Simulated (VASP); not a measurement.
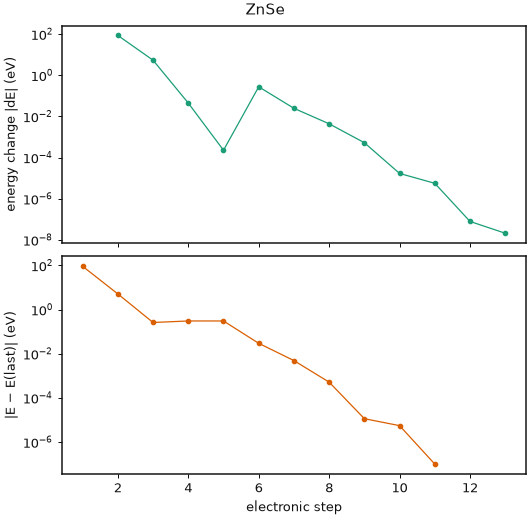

The plot shows the electronic steps of a calculation: energy change |dE|, distance of the free energy from its last value. Energy differences below 3 × 10⁻⁸ eV aren't drawn.

ZnSe (2 atoms in the cell), run with VASP.

INCAR
```
ENCUT = 520.000000
EDIFF = 1.00e-07
GGA = CA
PREC = Accurate
IBRION = -1
ISIF = 2
NBANDS = 16
NSW = 0
LASPH = .TRUE.
LCHARG = .FALSE.
LWAVE = .FALSE.
LREAL = .FALSE.
NELM = 55
ISMEAR = 1
SIGMA = 0.6
```

KPOINTS
```
KPOINTS created by Atomic Simulation Environment
0
Gamma
8 8 8
0 0 0
```

POSCAR
```
Zn Se
 1.0000000000000000
     0.0000000000000000    2.8324206797113822    2.8324206797113822
     2.8324206797113822    0.0000000000000000    2.8324206797113822
     2.8324206797113822    2.8324206797113822    0.0000000000000000
 Zn  Se
   1   1
Cartesian
  0.0000000000000000 -0.0000000000000000  0.0000000000000000
  1.4162103398556911  1.4162103398556911  1.4162103398556911
```

**Did the calculation converge?**

Converged, in 13 steps. The energy change comes down, with one marked jump up, by about 3 orders of magnitude, at step 6. The jump at step 6 comes where the charge density, held fixed for the first 5 steps, starts to be updated.

**Is anything amiss with this input?**

The input holds a fault (smearing far too wide). The SCF closed all the same, which doesn't make the results meaningful for the real system.
